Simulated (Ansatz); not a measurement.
Run report: TaN, single-point calculation

System: TaN (4 atoms in the cell).
Method: DFT PBE+D3(BJ), scalar-relativistic, plane waves, PAW, no spin polarisation (Ansatz 0.2.0).

The structure derives from an entry of the Crystallography Open Database. Figures and captions count atoms from 1; the log counts them from 0 in places.

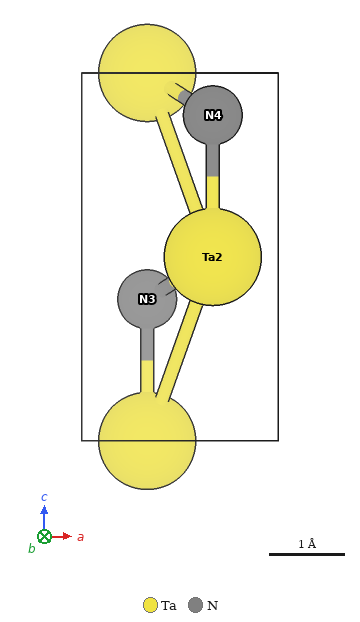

The structure (ball-and-stick view of the cell of the calculation, along the b axis; atoms are numbered from 1 in the order of the input). An atom can appear more than once, as a periodic image.

## The input
```yaml
crystal:
  lattice:
    - [3.0500010905, 0.0, 0.0]
    - [-1.5250005453, 2.641378426, 0.0]
    - [0.0, 0.0, 4.94]
  atoms:
    - { symbol: Ta, position: [0.3333333333, 0.6666666667, 0.0] }
    - { symbol: Ta, position: [0.6666666667, 0.3333333333, 0.5] }
    - { symbol: "N", position: [0.3333333333, 0.6666666667, 0.385] }
    - { symbol: "N", position: [0.6666666667, 0.3333333333, 0.885] }
basis:
  ecutwfc: 420
kpoints:
  mp_grid: { grid: [6, 6, 4] }
hamiltonian:
  xc: pbe
  dispersion: d3bj
scf:
  occupations: { method: gaussian, width: 0.1 }
output:
  forces: true
  stress: true
  eigenvalues: true
```

Hardware: 4 threads of Intel Xeon (Granite Rapids), 32 GiB of memory available, shared host.

Command:
```bash
ansatz run input.yaml --threads 4 --pin off --max-ram 10240MiB --backend cpu --events-out ev --progress --plain --runs-dir out
```

## The program's output
```
Engine: ansatz 0.2.0, x86_64-unknown-linux-gnu
Pseudopotentials: kind: paw
Pseudopotential: Ta, paw, valence charge 13, recommended cutoff 420 eV (normal), Ta.paw.azcp
Pseudopotential: N, paw, valence charge 5, recommended cutoff 420 eV (normal), N.paw.azcp
Functional definition: PBE
  parameter kappa = 0.804
  parameter beta = 0.06672455060314922
  exchange = pbe_x(kappa = kappa, mu = beta*pi^2/3)
  correlation = pbe_c(beta = beta)
Crystal: 4 atoms, lattice volume = 39.798 Å³
Basis set: ecut = 420 eV, 785 PW (Γ), exchange–correlation on 48×48×72 points (8 copies of the dense FFT grid, shifted against one another)
Bands: 22, of which v1, the nominal top of the filled ones, is band 18 counted from 1 (17 counted from 0)
Symmetry: 12 space group operations
Space group: P63mc (ITA 186), of the structure as read, at distance tolerance 3.4e-5 Å
k-points: 21 of 144 (time reversal used)
Non-local potential: Ta, projectors of the file, l = 0: 3, l = 1: 2, l = 2: 2, l = 3: 1
Non-local potential: N, projectors of the file, l = 0: 2, l = 1: 2, l = 2: 1
PAW form: soft (Blöchl's): semilocal exchange-correlation on the pseudo side does not see the compensation charge
PAW one-centre angular grid: Ta, 590 points (default); XC on 64 Gauss nodes
PAW one-centre angular grid: N, 110 points (default); XC on 64 Gauss nodes
Initial density: superposition of atomic densities (neutral atoms: chi_scale 0, normalization atom), corrected by the library's trained network
Initial wavefunctions: pseudopotential atomic-orbital guess
Functional: x = pbe(κ = 0.804, μ = 0.2195149727645171), c = pbe(β = 0.06672455060314922)
SCF iter   1: F=—  HF=-20632.032113 eV  |F-HF|=—  |Δ(HF+E_count)|=         —  Δρ=2.40e-2  dr2=2.17e-1  ethr=1.77e-3  ⟨swp⟩=5.2  Hψ=2135  notcnv=0
preconditioner: auto → none  [insulator: Δε(μ)=0.300 eV  Ē_g=10.174 eV  σ=0.100 eV  W_gap=0.79  n_scr=10 (ndim 8)  ℏωp=26.3 eV  f_vac=0.000  D(μ)=1.51/eV (n_scr^D=10)  ε∞_Penn≈7.7]
SCF iter   2: F=—  HF=-20631.976223 eV  |F-HF|=—  |Δ(HF+E_count)|=   5.59e-2  Δρ=5.00e-3  dr2=4.62e-3  ethr=6.04e-4  ⟨swp⟩=2.0  Hψ=824  notcnv=0  defer=2
SCF iter   3: F=—  HF=-20631.975937 eV  |F-HF|=—  |Δ(HF+E_count)|=   2.86e-4  Δρ=1.95e-3  dr2=5.56e-4  ethr=1.28e-5  ⟨swp⟩=2.4  Hψ=620  notcnv=0  defer=2
SCF iter   4: F=—  HF=-20631.976078 eV  |F-HF|=—  |Δ(HF+E_count)|=   1.41e-4  Δρ=1.47e-4  dr2=4.02e-6  ethr=1.54e-6  ⟨swp⟩=2.1  Hψ=718  notcnv=0  defer=2
SCF iter   5: F=—  HF=-20631.976099 eV  |F-HF|=—  |Δ(HF+E_count)|=   2.04e-5  Δρ=3.39e-5  dr2=1.29e-7  ethr=1.12e-8  ⟨swp⟩=2.0  Hψ=772  notcnv=0  defer=2
SCF iter   6: F=-20631.976099 eV  HF=-20631.976099 eV  |F-HF|=1.23e-9  |Δ(HF+E_count)|=   9.19e-8  Δρ=3.65e-6  dr2=2.58e-9  ethr=2.78e-10  ⟨swp⟩=5.2  Hψ=1913  notcnv=0
SCF 1 converged in 6 iterations: F = -20631.976099 eV  dr2 = 2.58e-9
  greatest PAW one-centre occupation: 1.000 electrons in one spin orbital (limit 2), on the Ta atom at site 0 (counted from 0), in its partial waves of l = 0
```

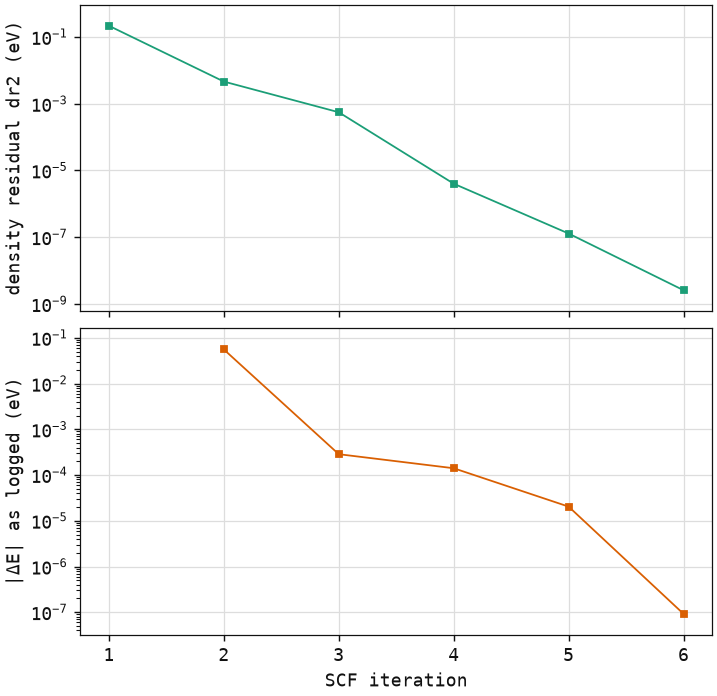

Convergence of the self-consistent field: density residual dr2 and size of the energy change against the SCF iteration. The residual falls at every step.

```
SCF converged after 6 iterations
Free energy (F): -20631.976099 eV
Harris-Foulkes:  -20631.976099 eV  (|F-HF|=1.23e-9)
Internal energy: -20631.968463 eV  (E = F + TS)
E sigma→0 (E₀):  -20631.972281 eV
Entropy (-TS):   -0.007636 eV (-1.909 meV/atom)
Fermi energy:    22.635715 eV
--- Per-component energies (eV) ---
  E_band       = -46.760421
  E_kinetic    = 1044.063528
  E_local      = -1346.024139  (includes V_loc(G=0)·N_el)
  E_nonlocal   = 134.154350
  E_hartree    = 487.159636
  E_xc         = -569.390703
  E_vxc        = -577.115835  (∫ρ·V_xc dr)
  E_paw        = -17057.580722  (= ΣΔE_a)
  E_vpaw       = -276.158701  (= ΣTr[D̂ρ^β])
  E_aug_tail   = 0.000609  (compensation charges beyond the density's cutoff)
  E_ewald      = -3322.313943
  E_disp       = -2.037079  (pairwise vdW)
  E_smearing   = -0.007636  (= −TS)
  E_closure    = -0.000000  (closes the sum)
  Σ components = -20631.976099   (vs F -20631.976099, Δ=0.00e0)
--- Forces (eV/Å), atoms counted from 1 ---
  atom   1  Ta     0.00000000    -0.00000000     2.21806280
  atom   2  Ta     0.00000000     0.00000000     2.21806280
  atom   3  N     -0.00000000    -0.00000000    -2.21805612
  atom   4  N      0.00000000     0.00000000    -2.21805612
  max |Σ_I F_I| component: 1.34e-5 eV/Å
--- Stress (GPa, compression-positive) ---
      137.938646      -0.000000       0.000000
       -0.000000     137.938646       0.000000
       -0.000000       0.000000     111.910836
  P = ⅓ Tr σ = 129.2627 GPa (1292.627 kbar)
--- Band table (eV; the first three rows and the last of 21) ---
  k-point 0: bands = ["-45.5844", "-45.4881", "-13.3810", "-12.2650", "-12.2650", "-12.0735", "-12.0735", "-12.0210", "3.4508", "5.0397", "13.8886", "13.8886", "14.2205", "14.8490", "14.8490", "15.1581", "21.9088", "21.9088", "22.3520", "24.8501", "25.4018", "25.4018"]
  k-point 1: bands = ["-45.5704", "-45.5023", "-13.2007", "-12.2423", "-12.2373", "-12.2373", "-12.1019", "-12.1019", "3.8120", "4.9492", "13.8486", "13.9818", "13.9818", "14.4372", "14.6545", "14.6545", "22.4866", "22.4866", "23.1475", "25.2225", "25.2225", "25.3100"]
  k-point 2: bands = ["-45.5365", "-45.5365", "-12.7417", "-12.7417", "-12.1699", "-12.1699", "-12.1699", "-12.1699", "4.5214", "4.5214", "13.6498", "13.6498", "14.2693", "14.2693", "14.2693", "14.2693", "23.9393", "23.9393", "23.9393", "23.9393", "24.5563", "24.5563"]
  k-point 20: bands = ["-45.4671", "-45.4671", "-13.3028", "-13.3028", "-12.7741", "-12.7741", "-12.2993", "-12.2993", "6.0806", "6.0806", "13.9313", "13.9313", "15.0623", "15.0623", "16.5659", "16.5659", "20.7267", "20.7267", "24.6968", "24.6968", "25.7187", "25.7187"]
```

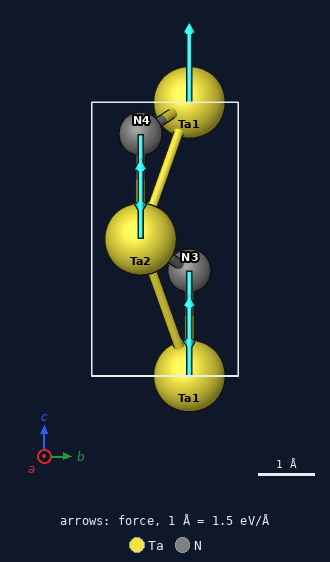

Forces on the atoms as teal arrows (ball-and-stick view of the cell of the calculation, along the a axis; atoms are numbered from 1 in the order of the input). The largest act on Ta1, Ta2 (2.22 eV/Å); N3, N4 (2.22 eV/Å). The geometry is not a stationary point of this energy.

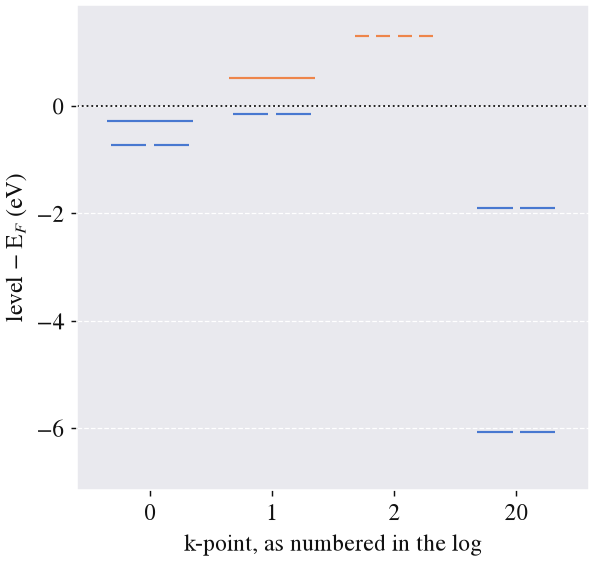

Kohn–Sham levels near the Fermi level (dotted) at the few k-points that the log prints; levels within 0.02 eV of each other stand side by side. The system is metallic on the full mesh.

## Key numbers

- outcome: converged
- space group (tolerance 0.01 Å): P6₃mc (186)
- electrons treated: 36
- free energy: −20631.9761 eV
- Fermi energy: 22.636 eV
- gap on the k-point mesh: none (metallic)
- pressure: 129.26 GPa
- largest force (length of the vector): 2.218 eV/Å
- peak memory: 0.35 GiB

Spin–orbit coupling is left out, which matters for Ta. The cell is under a pressure of 129 GPa at this level, so it is not at its equilibrium volume.
